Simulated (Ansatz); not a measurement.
Cell and atoms:

```yaml
crystal:
  lattice:
    - [3.15429, 0.00000, 0.00000]
    - [-1.57715, 2.73170, 0.00000]
    - [0.00000, 0.00000, 18.81065]
  atoms:
    - { symbol: W, position: [0.66667, 0.33333, 0.50000] }
    - { symbol: W, position: [0.33333, 0.66667, 0.82295] }
    - { symbol: W, position: [0.33333, 0.66667, 0.17705] }
    - { symbol: S, position: [0.66667, 0.33333, 0.90669] }
    - { symbol: S, position: [0.66667, 0.33333, 0.26078] }
    - { symbol: S, position: [0.33333, 0.66667, 0.58371] }
    - { symbol: S, position: [0.66667, 0.33333, 0.73922] }
    - { symbol: S, position: [0.66667, 0.33333, 0.09331] }
    - { symbol: S, position: [0.33333, 0.66667, 0.41629] }
```

Question: What crystal do these data define?

Answer: The material is WS2. The atoms follow space group P-6m2 (No. 187); the Bravais lattice is primitive hexagonal. There are 9 atoms in the cell: 3 W, 6 S. The polyhedra are WS6 trigonal prisms; they share edges. About every W there are six S in a trigonal prismatic arrangement at 2.41 Å. Each S atom is coordinated by three W in a trigonal pyramidal arrangement at 2.41 Å. Not all metal-metal contacts are counted. The bonds build WS2 layers parallel to (001).

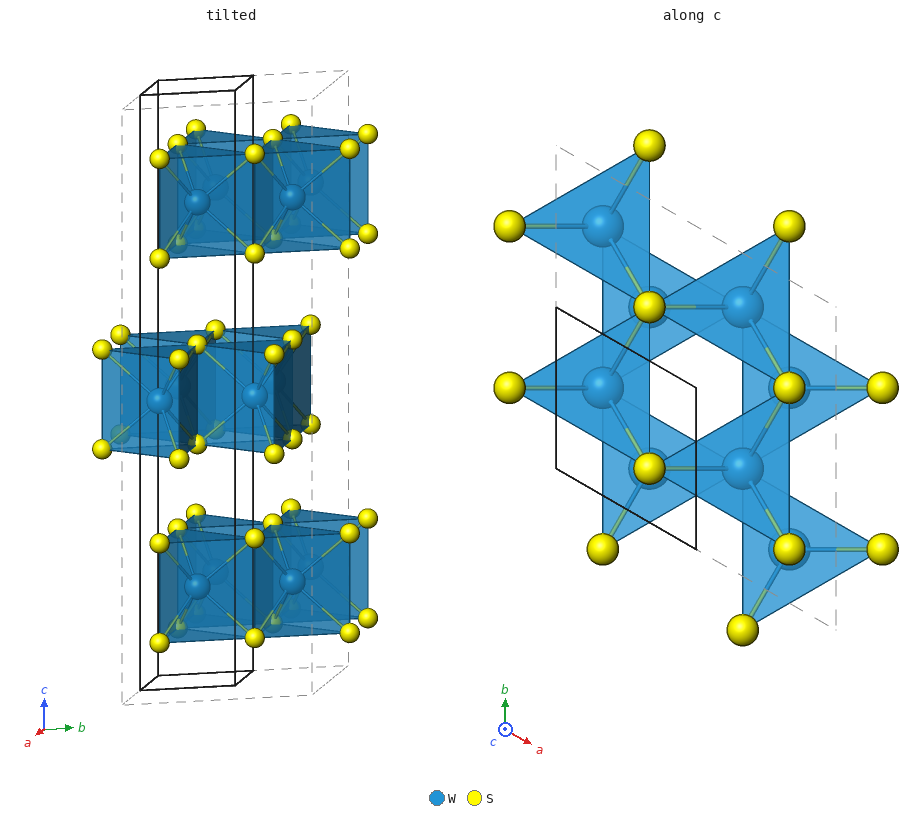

An orthographic polyhedral view of the structure, slightly off an axis and along the c axis. Shown are 2×2×1 repeats of the conventional unit cell, one of them outlined in solid lines. Some neighbours outside the box are added.

Its origin is a structure listed in the Materials Project. Relaxation method: Ansatz 0.2.0, DFT PBE+D3(BJ), scalar-relativistic, plane waves, PAW.
